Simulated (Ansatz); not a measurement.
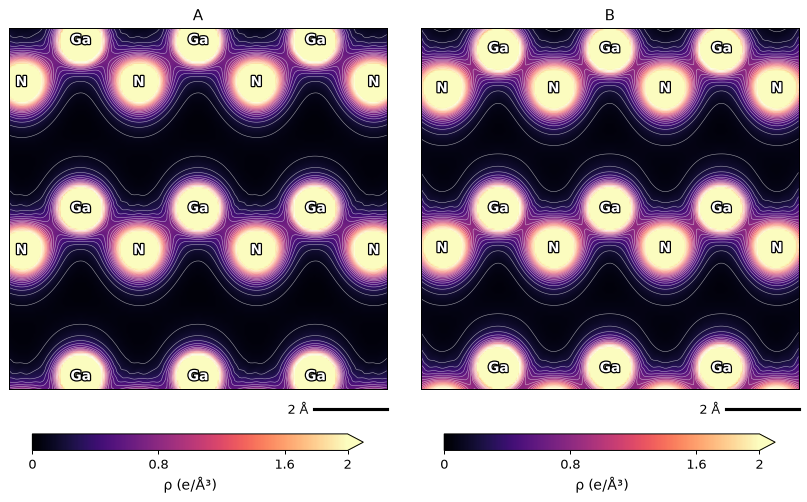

GaN. The valence charge density (pseudo) of two cells that differ in size, on the (011̄) plane of each (indices in the axes of the calculation cell), at one length scale and on one colour scale: A has 12.0 Å³ an atom and B 10.3.

Method: DFT r2SCAN, scalar-relativistic, plane waves, PAW (Ansatz 0.2.0).

Core electrons are frozen (PAW), and the valence fields are smoothed inside the atomic spheres.

The larger cell:

```yaml
crystal:
  lattice:
    - [0.00000, 2.30984, 2.25350]
    - [2.30984, 0.00000, 2.25350]
    - [2.30984, 2.30984, 0.00000]
  atoms:
    - { symbol: Ga, position: [0.00000, 0.00000, 0.00000] }
    - { symbol: N, position: [0.75000, 0.75000, 0.75000] }
```

The smaller cell: a = 3.068 Å, b = 3.068 Å, c = 3.107 Å, α = 59.57°, β = 59.57°, γ = 60.86°.

Q: What does the compression do to the bonding and the properties?

A: From the larger cell to the smaller, Ga–N goes from 1.98 to 1.89 Å, and the density at its midpoint from 0.7 to 0.84 e/Å³; the pressure goes from −10 to 23 GPa; the Kohn–Sham gap goes from 1.7 eV to 2.7 eV.
